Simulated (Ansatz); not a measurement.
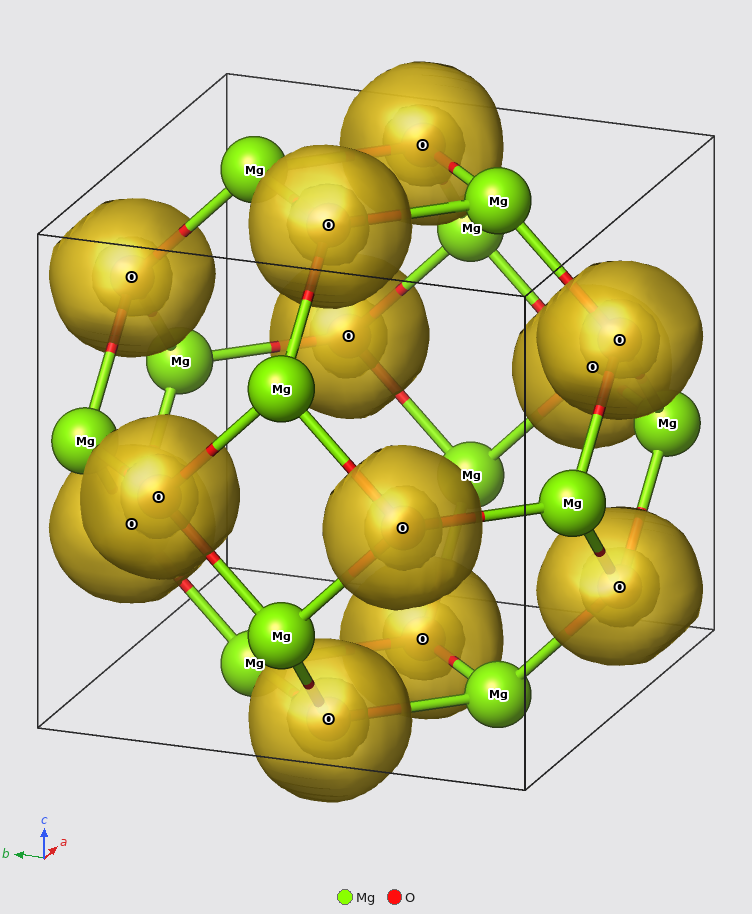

MgO. Isosurface of the ELF at 0.75 (yellow), seen at an oblique angle. Only the valence region is drawn (cores and ρ < 0.01 e/Å³ removed). Sticks mark near contacts.

Space group Pm-3n; a structure from a database of computed crystals, not necessarily the ambient phase; PAW files of the earlier set (soft_1).

Computed with DFT PBE, scalar-relativistic, plane waves, PAW (Ansatz 0.2.0).

In a PAW calculation such maps are meaningful between the atoms, not at the nuclei.

Where are the electrons localised?

The surface consists of six regions wrapped around O (the valence shell of each), counted in one cell of 12 atoms. Any copies at cell faces, edges or corners count once. Along the contacts the grid gives the following. Mg–O (1.99 Å): the ELF peaks at about 0.85 in the valence shell of O, 0.6 Å from its nucleus, and is about 0.35 at the midpoint (a closed-shell, largely ionic contact).

Does the calculation make it a metal, or give it a gap?

It is gapped, with a Kohn–Sham gap of 2.9 eV on the k-point mesh (the band edges may lie off the mesh, which would make the gap smaller).
